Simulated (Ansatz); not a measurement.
```cif
data_structure
_symmetry_space_group_name_H-M 'P 1'
_symmetry_Int_Tables_number 1
_cell_length_a 3.2093
_cell_length_b 3.2093
_cell_length_c 3.5966
_cell_angle_alpha 90.000
_cell_angle_beta 90.000
_cell_angle_gamma 120.000
_cell_volume 32.08
loop_
_atom_site_label
_atom_site_type_symbol
_atom_site_fract_x
_atom_site_fract_y
_atom_site_fract_z
_atom_site_occupancy
Zr1 Zr 0.00000 0.00000 0.00000 1
B1 B 0.33333 0.66667 0.50000 1
B2 B 0.66667 0.33333 0.50000 1
```

Space group P6/mmm; started from the AlB2 prototype; changed on purpose from its base cell (volume × 1.040); computed pressure about −9 GPa in this cell.

Theory: DFT PBE, spin-orbit coupling, plane waves, PAW (Ansatz 0.2.0).

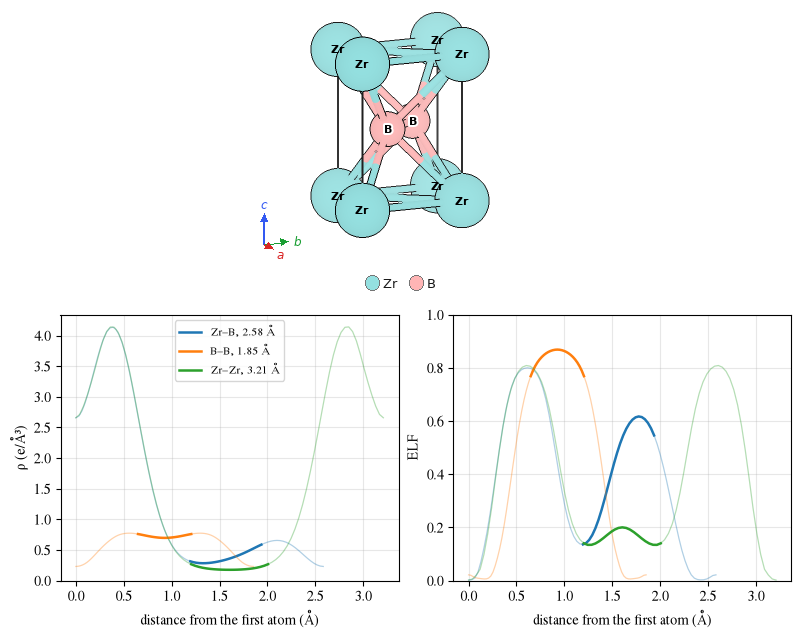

ZrB2. Valence charge density (pseudo) and ELF along straight lines between neighbouring atoms. Thin, pale parts lie inside the atomic spheres. The structure is drawn too.

In a PAW calculation such maps are meaningful between the atoms, not at the nuclei.

Question: Compare the contacts.

Answer: Zr–B (2.58 Å): the density is about 0.29 e/Å³ at the midpoint; the ELF peaks at about 0.60 in the valence shell of B, 0.8 Å from its nucleus, and is about 0.15 at the midpoint.
B–B (1.85 Å): the density is about 0.7 e/Å³ at the midpoint; the ELF peaks at about 0.85 between the atoms.
Zr–Zr (3.21 Å): the density is about 0.18 e/Å³ at the midpoint; the ELF is about 0.20 at the midpoint: no localised pair shows between them.
